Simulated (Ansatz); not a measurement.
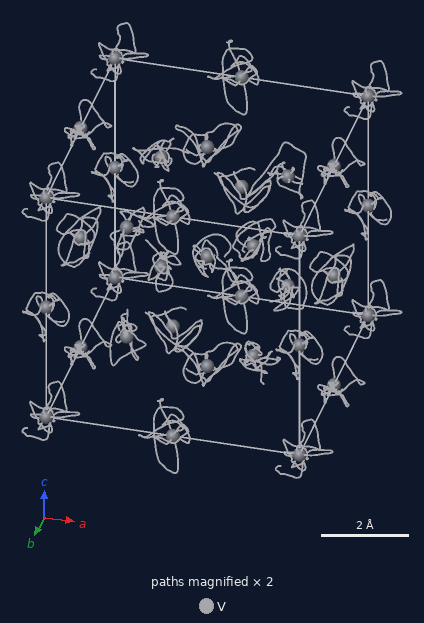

Molecular dynamics of a 16-atom cell of V, 840 fs long. The cell was cut from the bcc crystal. Lines trace each atom's path, in the colour of its element; spheres stand at the starting positions. The excursions are magnified 2 times. Seen from a free direction in the simulation cell.

Theory: DFT PBE-D3(BJ), scalar-relativistic, plane waves, PAW (Ansatz). Run with plane-wave cutoff 420 eV; k-point mesh 2 × 2 × 2; Fermi-Dirac smearing 0.24 eV; Langevin thermostat (NVT); set temperature 300 K, then to 2800 K over 280 steps; time step 3 fs; friction 0.02 per fs.

What do the traces tell about the motion?

Answer. Root-mean-square distances from the starting positions over the second half, with the common drift of all atoms taken out: V 0.26 Å. That is small against the typical shortest distance between atoms in the first frame, about 2.6 Å: the atoms vibrate about their sites and the arrangement holds.

Limits of the set-up: the k-point mesh is coarse for a cell with partly filled bands.

The run took 33 min on 2 threads of Arm Neoverse V1, with other jobs on the host, peak memory 0.77 GiB.
